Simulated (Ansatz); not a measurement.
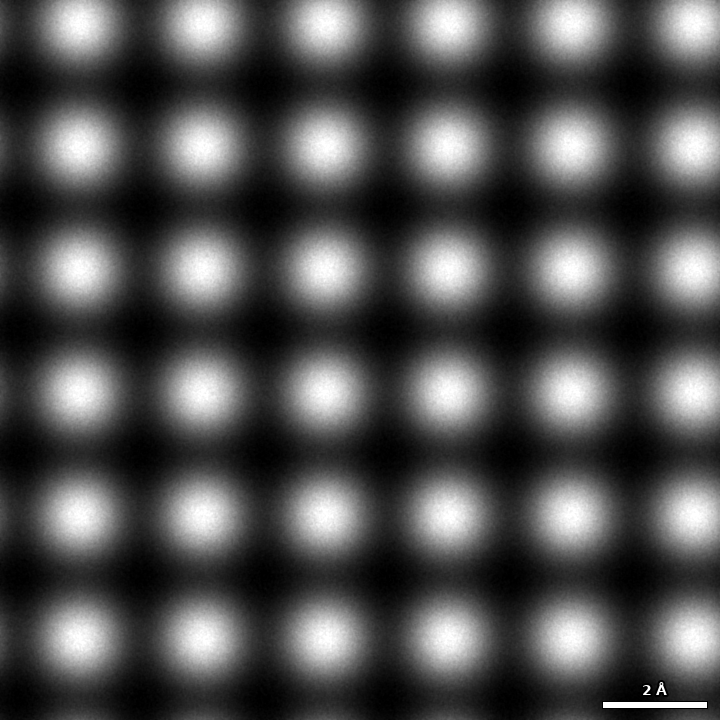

Z-contrast image of Sn (Fm-3m, No. 225). Simulated incoherent Z contrast: every atom adds Z^1.8 spread by a probe of 1.30 Å full width; channelling and multiple scattering are left out. The probe carries 15 % of its weight in a tail 2.5 times as wide. Shot noise was added. Structure: the end point of a relaxation with DFT, r2SCAN, plane waves (500 eV) with PAW, scalar-relativistic in Ansatz; the starting structure was generated, so it need not be a known form of this composition.

Space group Fm-3m (No. 225). a = 4.781 Å, b = 4.781 Å, c = 4.781 Å, α = 90.00°, β = 90.00°, γ = 90.00°
```json
{"atom": "Sn", "site": "4a", "symmetry": "m-3m", "x": "0.0000", "y": "0.0000", "z": "0.0000"}
```

### Along which zone axis is the crystal seen: [001], [210], [110] or [111]? (Directions equivalent by symmetry count as one.)

[001]. The projected cells are 2.39 × 2.39 Å, 90° for [001]; 1.07 × 2.39 Å, 90° for [210]; 2.93 × 2.93 Å, 109° for [110]; 1.95 × 1.95 Å, 120° for [111], and the image repeats as the [001] one does.
